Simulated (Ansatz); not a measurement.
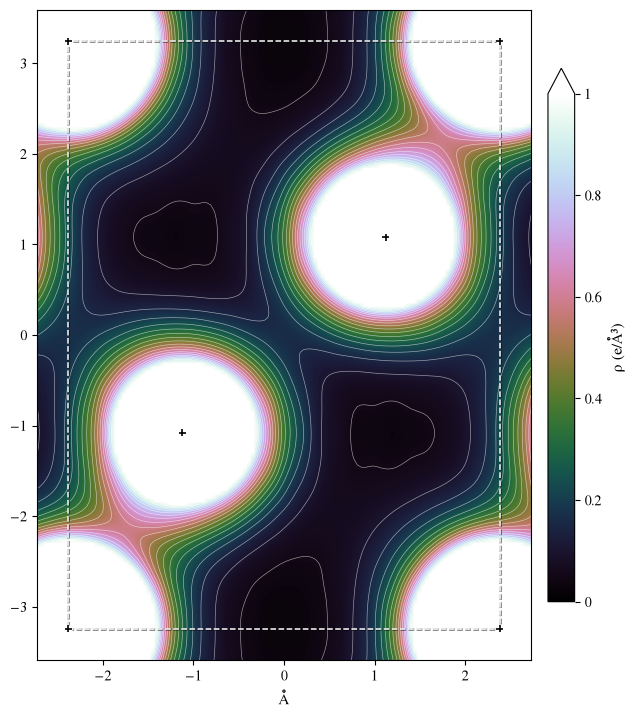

The valence charge density (pseudo) on a plane through atoms (crosses mark nuclei in the plane).

All numbers below come from Ansatz 0.2.0, DFT, LDA, PAW with Ansatz's default frozen-core files, scalar-relativistic; relaxation of cell and atoms.

Candidates:
A. PtSe₂, a = 3.74 Å, b = 3.74 Å, c = 4.76 Å, α = 90.00°, β = 90.00°, γ = 120.00°. Space group P-3m1.
B. CdSe, a = 4.25 Å, b = 4.25 Å, c = 6.94 Å, α = 90.00°, β = 90.00°, γ = 120.00°. Space group P6₃mc.

Q: Which candidate gave the map?

A: Candidate A: PtSe₂ on the (110) plane of the conventional cell, which holds Pt and Se. Pt–Se (2.50 Å): ρ is about 0.59 e/Å³ halfway.
